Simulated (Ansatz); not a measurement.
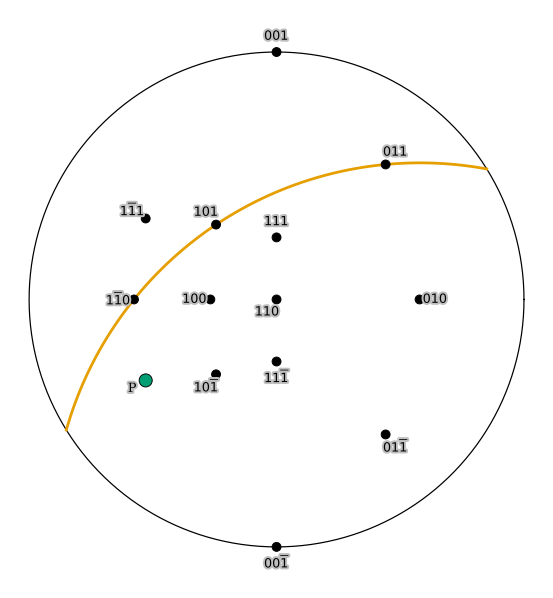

Stereographic projection of plane normals (upper hemisphere) centred on (1 1 0). Crystal: Co, the geometry relaxed with DFT PBE, scalar-relativistic, plane waves, PAW (Ansatz). Geometry calculated from the standardised cell; symmetry tolerance 0.002 Å.

a = 2.490 Å, b = 4.323 Å, c = 4.031 Å, α = 90.00°, β = 90.00°, γ = 90.00°.

> Index the pole marked P.

P is (1 −1 −1), 63.8° from the centre.

> Which zone does the coloured great circle trace?

The zone [1 1 −1]: its poles satisfy h + k − l = 0.

> What is the angle between the normals of (0 1 0) and (1 0 1), and what are their d_hkl = 1/|g|?

90.0°; d = 4.323 Å and 2.119 Å.
